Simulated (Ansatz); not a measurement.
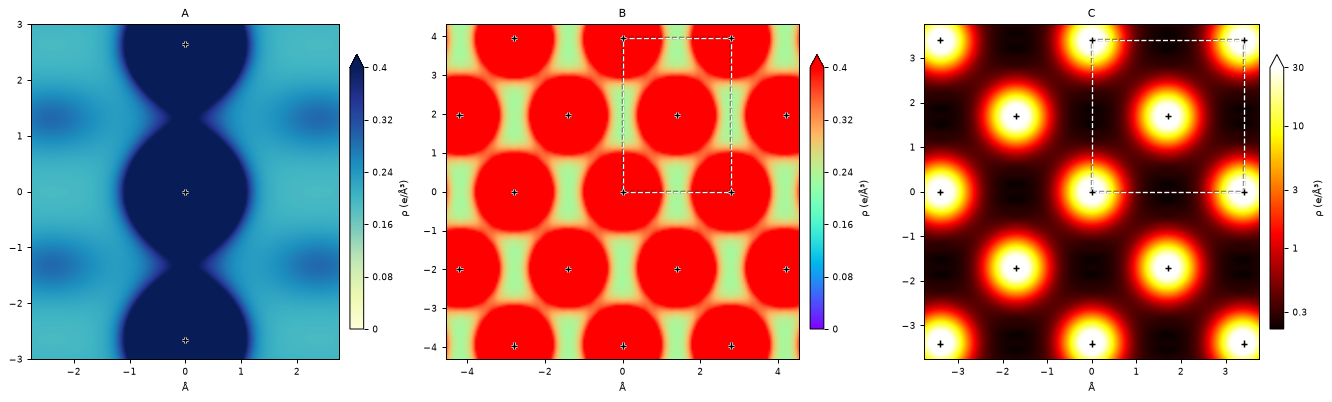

The valence charge density (pseudo) of 3 systems, each on a plane through atoms (crosses mark nuclei in the plane).

Computed with DFT, PBE, plane waves (420 eV) with PAW, scalar-relativistic (Ansatz).

System 1: Co, the (100) plane of the conventional cell. Space group Fm-3m; set up as Co, fcc; a generated structure, not necessarily the stable one; changed on purpose from its base cell (volume × 0.96); computed pressure about 26 GPa in this cell; spin-polarised.

```
Co
1.0
     2.41007   -2.41007    0.00000
     2.41007    2.41007    0.00000
     0.00000    0.00000    3.40663
Co
4
Direct
  0.00000 0.00000 0.00000
  0.50000 0.50000 0.00000
  0.50000 0.00000 0.50000
  0.00000 0.50000 0.50000
```

System 2: Nb, the (100) plane of the conventional cell. Space group P6/mmm; set up as Nb, omega (AlB2-type); a generated structure, not necessarily the stable one; changed on purpose from its base cell (volume × 0.96); computed pressure about 7 GPa in this cell; computed without spin polarisation.

System 3: Ni, the (101) plane of the conventional cell. Space group Im-3m; set up as Ni, bcc; a generated structure, not necessarily the stable one; spin-polarised.

```cif
data_structure
_symmetry_space_group_name_H-M 'P 1'
_symmetry_Int_Tables_number 1
_cell_length_a 2.8007
_cell_length_b 2.8007
_cell_length_c 2.8007
_cell_angle_alpha 90.000
_cell_angle_beta 90.000
_cell_angle_gamma 90.000
_cell_volume 21.97
loop_
_atom_site_label
_atom_site_type_symbol
_atom_site_fract_x
_atom_site_fract_y
_atom_site_fract_z
_atom_site_occupancy
Ni1 Ni 0.00000 0.00000 0.00000 1
Ni2 Ni 0.50000 0.50000 0.50000 1
```

**Which map belongs to which system?**

Panel A is system 2, Nb: the plane holds Nb. Nb–Nb (2.65 Å): ρ is about 0.43 e/Å³ halfway. Panel B is system 3, Ni: the plane holds Ni. Ni–Ni (2.43 Å): ρ is about 0.35 e/Å³ halfway. Panel C is system 1, Co: the plane holds Co. Co–Co (2.41 Å): ρ is about 0.39 e/Å³ halfway.
